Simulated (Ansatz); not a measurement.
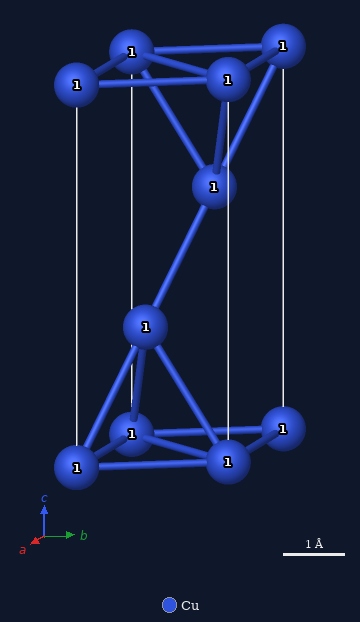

Fig. 1: The structure as given in the input (ball-and-stick view of the cell 3 times as large as that of the calculation, set on its symmetry axes, seen slightly off an axis; atoms are numbered from 1 in the order of the input).

# Field-gradient calculation of Cu

- system: Cu (R-3m, 1 atom in the cell)
- method: DFT, PBE, PAW with Ansatz's default frozen-core files, scalar-relativistic, no spin polarisation (Ansatz 0.2.0)

The structure derives from an entry of the Crystallography Open Database. It belongs to a series of runs on one base structure; here: equal xy, yz and zx shear strains of +3 %, PAW files. Figures and captions count atoms from 1; the log counts them from 0 in places.

### Input file
```yaml
crystal:
  lattice:
    - [0.054225, 1.8346125, 1.8346125]
    - [1.8346125, 0.054225, 1.8346125]
    - [1.8346125, 1.8346125, 0.054225]
  atoms:
    - { symbol: Cu, position: [0.0, 0.0, 0.0] }
kpoints:
  mp_grid: { grid: [19, 19, 19] }
scf:
  occupations: { method: fermi_dirac, width: 0.08 }
hamiltonian:
  xc: pbe
  pseudopotentials: { kind: paw }
output:
  forces: true
  stress: true
  eigenvalues: true
  efg: { contact_densities: true }
  write_density: true
  write_potential: true
  elf: true
  volumetric_format: npy
```

Machine: 1 thread of Intel Xeon (Sapphire Rapids), 64 GiB of memory available, shared host.

Launch command:
```bash
ansatz run input.yaml --threads 1 --pin off --max-ram 3072MiB --backend cpu --events-out ev --progress --plain --runs-dir out
```

### Log
```
Engine: ansatz 0.2.0, x86_64-unknown-linux-gnu
Pseudopotentials: kind: paw
Pseudopotential: Cu, paw, valence charge 19, recommended cutoff 420 eV (normal), Cu.paw.azcp
Functional definition: PBE
  parameter kappa = 0.804
  parameter beta = 0.06672455060314922
  exchange = pbe_x(kappa = kappa, mu = beta*pi^2/3)
  correlation = pbe_c(beta = beta)
Crystal: 1 atoms, lattice volume = 11.803 Å³
Basis set: ecut = 420 eV, 247 PW (Γ), exchange–correlation on 36×36×36 points (8 copies of the dense FFT grid, shifted against one another)
Bands: 14, of which v1, the nominal top of the filled ones, is band 10 counted from 1 (9 counted from 0)
Symmetry: 12 space group operations
Space group: R-3m (ITA 166), of the structure as read, at distance tolerance 2.3e-5 Å
k-points: 670 of 6859
Non-local potential: Cu, projectors of the file, l = 0: 3, l = 1: 2, l = 2: 3, l = 3: 1
PAW form: soft (Blöchl's): semilocal exchange-correlation on the pseudo side does not see the compensation charge
PAW one-centre angular grid: Cu, 590 points (default); XC on 64 Gauss nodes
Initial density: superposition of atomic densities (neutral atoms: chi_scale 0, normalization atom), corrected by the library's trained network
Initial wavefunctions: pseudopotential atomic-orbital guess
Functional: x = pbe(κ = 0.804, μ = 0.2195149727645171), c = pbe(β = 0.06672455060314922)
SCF iter   1: F=—  HF=-6625.167674 eV  |F-HF|=—  |Δ(HF+E_count)|=         —  Δρ=8.17e-4  dr2=1.78e-5  ethr=1.77e-3  ⟨swp⟩=5.5  Hψ=47092  notcnv=0
preconditioner: auto → none  [metal: Δε(μ)=0.026 eV  Ē_g=17.069 eV  σ=0.080 eV  W_gap=0.08  n_scr=2 (ndim 8)  ℏωp=35.8 eV  f_vac=0.000  D(μ)=0.32/eV (n_scr^D=0)  sad-step TF]
SCF iter   2: F=—  HF=-6625.167796 eV  |F-HF|=—  |Δ(HF+E_count)|=   1.22e-4  Δρ=5.22e-4  dr2=1.09e-5  ethr=9.39e-8  ⟨swp⟩=3.1  Hψ=23820  notcnv=0
SCF iter   3: F=—  HF=-6625.167812 eV  |F-HF|=—  |Δ(HF+E_count)|=   1.64e-5  Δρ=2.11e-4  dr2=2.26e-6  ethr=5.73e-8  ⟨swp⟩=2.0  Hψ=12979  notcnv=0
iter 4 did not close the SCF: its close was put off for the readings that it lacked (scf_convergence_deferred on its scf_iter line)
SCF iter   4: F=-6625.167812 eV  HF=-6625.167812 eV  |F-HF|=8.05e-9  |Δ(HF+E_count)|=   1.26e-7  Δρ=2.19e-5  dr2=2.16e-8  ethr=1.19e-8  ⟨swp⟩=2.1  Hψ=12877  notcnv=0
iter 5 did not close the SCF: its close was put off for the readings that it lacked (scf_convergence_deferred on its scf_iter line)
SCF iter   5: F=-6625.167812 eV  HF=-6625.167812 eV  |F-HF|=2.22e-9  |Δ(HF+E_count)|=   1.48e-8  Δρ=5.37e-6  dr2=8.52e-10  ethr=1.14e-10  ⟨swp⟩=2.2  Hψ=14000  notcnv=0
SCF iter   6: F=-6625.167812 eV  HF=-6625.167812 eV  |F-HF|=4.55e-12  |Δ(HF+E_count)|=   2.44e-9  Δρ=4.22e-7  dr2=5.59e-12  ethr=4.48e-12  ⟨swp⟩=5.1  Hψ=46653  notcnv=0
SCF 1 converged in 6 iterations: F = -6625.167812 eV  dr2 = 5.59e-12
  greatest PAW one-centre occupation: 1.000 electrons in one spin orbital (limit 2), on the Cu atom at site 0 (counted from 0), in its partial waves of l = 0
```

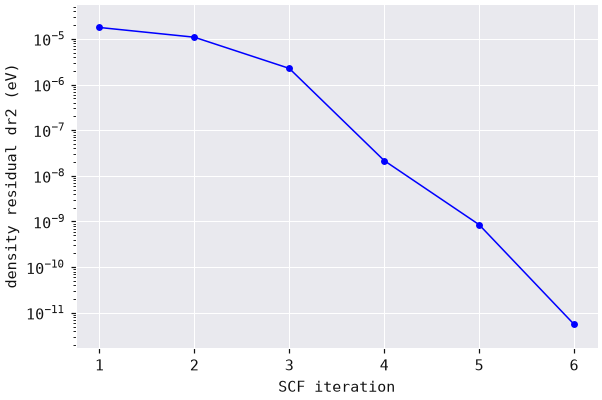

Fig. 2: Convergence of the self-consistent field: density residual dr2 against the SCF iteration. The residual falls at every step.

```
SCF converged after 6 iterations
Free energy (F): -6625.167812 eV
Harris-Foulkes:  -6625.167812 eV  (|F-HF|=4.55e-12)
Internal energy: -6625.161080 eV  (E = F + TS)
E sigma→0 (E₀):  -6625.164446 eV
Entropy (-TS):   -0.006733 eV (-6.733 meV/atom)
Fermi energy:    16.813697 eV
--- Per-component energies (eV) ---
  E_band       = -359.197473
  E_kinetic    = 299.980482
  E_local      = -4050.878296  (includes V_loc(G=0)·N_el)
  E_nonlocal   = 389.708853
  E_hartree    = 1784.620092
  E_xc         = -89.609657
  E_vxc        = -115.643697  (∫ρ·V_xc dr)
  E_paw        = -1662.753480  (= ΣΔE_a)
  E_vpaw       = -451.605284  (= ΣTr[D̂ρ^β])
  E_aug_tail   = 0.000260  (compensation charges beyond the density's cutoff)
  E_ewald      = -3296.229333
  E_smearing   = -0.006733  (= −TS)
  E_closure    = -0.000000  (closes the sum)
  Σ components = -6625.167812   (vs F -6625.167812, Δ=0.00e0)
--- Forces (eV/Å), atoms counted from 1 ---
  atom   1  Cu    -0.00000000    -0.00000000     0.00000000
  max |Σ_I F_I| component: 3.29e-32 eV/Å
--- Stress (GPa, compression-positive) ---
        2.202172      -2.430463      -2.430463
       -2.430463       2.202172      -2.430463
       -2.430463      -2.430463       2.202172
  P = ⅓ Tr σ = 2.2022 GPa (22.022 kbar)
--- PAW observables at the nuclei: V_zz in 10²¹ V/m², potentials from the cell's mean, atoms counted from 1 ---
  atom   1  Cu V_zz =    +0.103790   η = 0.0000   by run symmetry: allowed
            electrostatic potential = -3761.835478 V   contact ρ = 147562.208786 e/Å³
--- Band table (eV; the first three rows and the last of 670) ---
  k-point 0: bands = ["-95.8010", "-53.1168", "-53.1168", "-53.1020", "7.3668", "13.6187", "13.8347", "13.8347", "14.6221", "14.6221", "38.8032", "41.0843", "42.6523", "42.6523"]
  k-point 1: bands = ["-95.8005", "-53.1198", "-53.1174", "-53.1025", "7.4703", "13.6364", "13.8135", "13.8599", "14.6115", "14.6119", "38.6162", "40.1557", "41.4946", "42.2521"]
  k-point 2: bands = ["-95.7993", "-53.1286", "-53.1190", "-53.1038", "7.7777", "13.6723", "13.7658", "13.9285", "14.5867", "14.5874", "37.0237", "38.9231", "40.8876", "41.5277"]
  k-point 669: bands = ["-95.7897", "-53.1941", "-53.1316", "-53.1296", "11.6370", "13.7258", "13.7947", "14.6607", "15.1447", "15.9278", "19.9826", "37.5267", "39.0218", "39.0630"]
```

### File rho_z.tsv
```
# z_ang	rho[e/angstrom^3]
# format = ansatz-planar-average/11
# lattice	0.054225000	1.834612500	1.834612500
# lattice	1.834612500	0.054225000	1.834612500
# lattice	1.834612500	1.834612500	0.054225000
# sites	1
# site	29	0.000000000	0.000000000	0.000000000
0.000000	4.663570e0
0.144172	4.188776e0
0.288344	3.083134e0
0.432517	1.949713e0
0.576689	1.140686e0
0.720861	6.717359e-1
0.865033	4.281686e-1
1.009206	3.097964e-1
1.153378	2.604443e-1
1.297550	2.483929e-1
1.441722	2.604443e-1
1.585895	3.097964e-1
1.730067	4.281686e-1
1.874239	6.717359e-1
2.018411	1.140686e0
2.162584	1.949713e0
2.306756	3.083134e0
2.450928	4.188776e0
```

### File v_z.tsv
```
# z_ang	v_es[eV]	v_tot[eV]
# format = ansatz-planar-average/11
# xc	pbe
# density_cutoff_ev	1680
# datasets	Cu=:simpson_from_first_knot:soft
# lattice	0.054225000	1.834612500	1.834612500
# lattice	1.834612500	0.054225000	1.834612500
# lattice	1.834612500	1.834612500	0.054225000
# sites	1
# site	29	0.000000000	0.000000000	0.000000000
0.000000	-4.355481e-1	-1.477399e1
0.144172	-1.203140e-2	-1.420095e1
0.288344	1.260126e0	-1.250285e1
0.432517	3.368525e0	-9.770148e0
0.576689	6.199419e0	-6.220407e0
0.720861	9.428917e0	-2.259298e0
0.865033	1.251688e1	1.498134e0
1.009206	1.490889e1	4.426945e0
1.153378	1.628254e1	6.156350e0
1.297550	1.668740e1	6.688977e0
1.441722	1.628254e1	6.156350e0
1.585895	1.490889e1	4.426945e0
1.730067	1.251688e1	1.498134e0
1.874239	9.428917e0	-2.259298e0
2.018411	6.199419e0	-6.220407e0
2.162584	3.368525e0	-9.770148e0
2.306756	1.260126e0	-1.250285e1
2.450928	-1.203140e-2	-1.420095e1
```

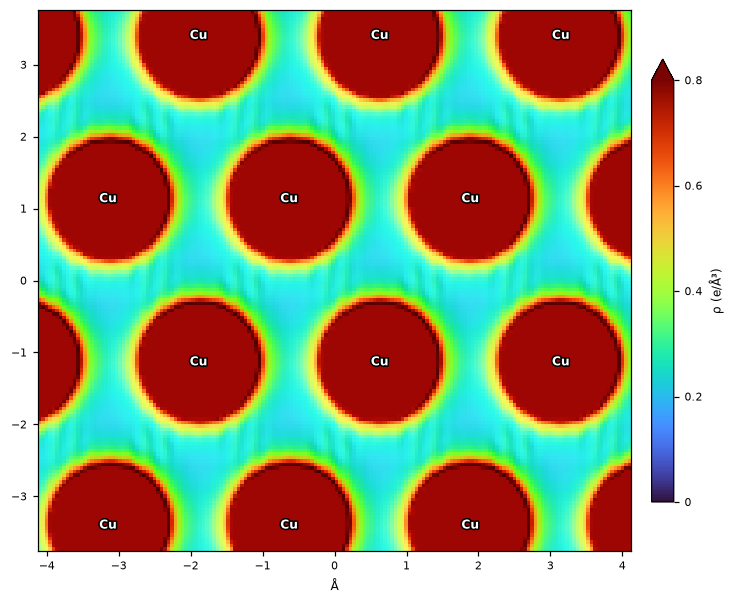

Fig. 3: Valence electron density on the (011̄) plane of the conventional cell. Atoms in the plane: Cu. Cu–Cu (2.52 Å): the density is about 0.28 e/Å³ at the midpoint. Cu–Cu (2.60 Å): the density is about 0.25 e/Å³ at the midpoint. Away from the nuclei the density in this plane falls to 0.21 e/Å³ at its lowest. The fields are those of the smooth PAW valence density.

### Results in brief

| quantity | value |
| --- | --- |
| outcome | converged |
| space group (tolerance 0.01 Å) | R-3m (166) |
| electrons treated | 19 |
| free energy | −6625.1678 eV |
| Fermi energy | 16.814 eV |
| pressure | 2.20 GPa |
| field gradient V_zz (10²¹ V/m²) | Cu 0.10 |
| largest force (length of the vector) | under 0.001 eV/Å |
| wall time | 9.5 s |
| peak memory | 0.46 GiB |
